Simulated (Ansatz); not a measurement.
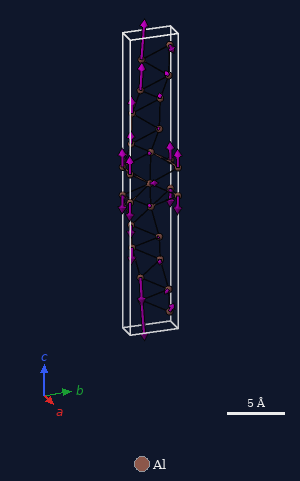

This is a relaxation of an interface cell of composition Al. The starting structure is drawn; purple arrows show the displacements (the part carried along by the change of the cell is left out), 30 times their true length.

The picture is a ball-and-stick view of the cell of the calculation, seen slightly off an axis.

Case: symmetric tilt boundary Sigma 11 (3 1 1), mirror on the next plane, shift [0, 0].

These are results of DFT PBE, scalar-relativistic, plane waves, PAW in Ansatz 0.2.0, not measurements. Settings: plane-wave cutoff 420 eV; k-point mesh 12 × 12 × 2; occupations gaussian; smearing width 0.1 eV; no spin polarisation; cell relaxed at fixed a, b, alpha, beta, gamma; force threshold 0.02 eV/Å; at most 60 steps.

Describe the change and its energy.

Answer. The largest moves relative to the cell, 0.13 Å, are those of Al atoms. The volume changes by −0.7 %, with a unchanged at 2.858 Å, b unchanged at 4.950 Å, c 27.108 → 26.931 Å (−0.7 %). Some distances before and after: Al–Al 2.590 → 2.694 Å, Al–Al 2.858 → 2.788 Å, Al–Al 2.858 → 2.926 Å, Al–Al 2.891 → 2.938 Å. Over 2 accepted moves (3 points after the start) the energy falls by 81.9 meV per cell of the calculation. Largest force component: 0.49 eV/Å at the start, 0.017 eV/Å at the end. The pressure goes from −0.51 to −0.25 GPa. At 1 point the geometry stayed and the basis and grid were re-selected for the new cell (energy shift of 0.9 meV per cell of the calculation at most each time).
